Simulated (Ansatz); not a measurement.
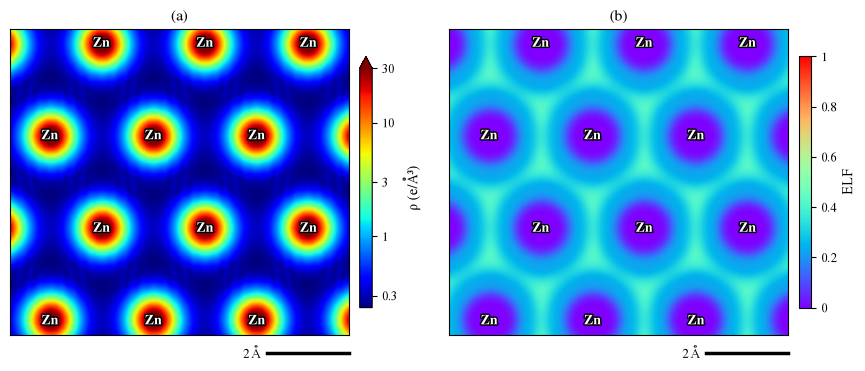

Figure 1: Zn. (a) valence electron density; (b) electron localisation function on the (001) plane of the conventional cell.

Space group P-1; a structure from a database of computed crystals, not necessarily the ambient phase.

Computed with Kohn-Sham DFT of a periodic cell, LDA, Ansatz PAW (Ansatz).

Q: What do the fields say about this system?

A:
- The plane passes through Zn nuclei.
- Zn–Zn (2.52 Å): the density is about 0.31 e/Å³ at the midpoint; the ELF is about 0.35 at the midpoint.
- Zn–Zn (2.58 Å): ρ at the midpoint is about 0.26 e/Å³; the ELF is about 0.30 at the midpoint.
- Between the atoms the lowest density in this plane is 0.23 e/Å³.
